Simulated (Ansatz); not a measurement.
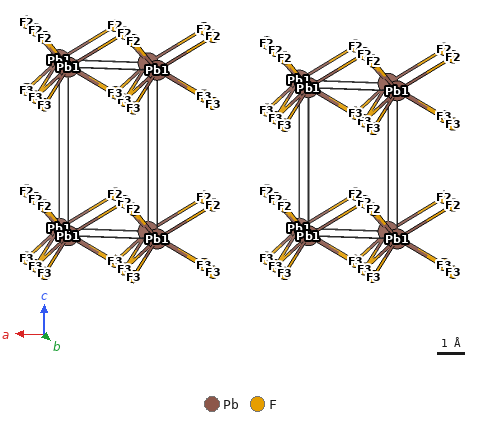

Two geometries of a crystal of PbF₂ (built on the MoS2-187 type type), drawn at one scale. One is the start of a relaxation, the other its converged end. Style: ball-and-stick. Shown: the cell of the calculation, from a free direction.

Computed with DFT, r2SCAN+rVV10, plane waves, PAW in Ansatz. Set-up: plane-wave cutoff 500 eV; k-point mesh 12 × 12 × 4; occupations fermi dirac; smearing width 0.03 eV; no spin polarisation; cell and atoms relaxed; force threshold 0.01 eV/Å; at most 120 steps.

Which geometry has the lower energy?

Answer. The right one is the relaxed one. The largest moves relative to the cell, 0.15 Å, are those of F2 and F3. F2 goes along +c. Pb stays in place. Cell: a = b 3.676 → 3.673 Å (−0.1 %), c 6.368 → 5.593 Å (−12.2 %). Volume −12.3 %. The space group stays P-6m2 (No. 187). The energy falls by 18.9 meV per cell of the calculation in 5 accepted moves (7 points after the start). The largest force component goes from 0.012 to 0.0008 eV/Å. The pressure goes from −0.08 to 0.02 GPa. The line search rejected the trial step at point 4 of the run. At 1 point the geometry stayed and the basis and grid were re-selected for the new cell (energy shift of 4.2 meV per cell of the calculation at most each time). The run took 80 s on 2 threads of Intel(R) Xeon(R) Platinum 8375C CPU @ 2.90GHz (Ice Lake) (shared host), peak memory 0.7 GiB.
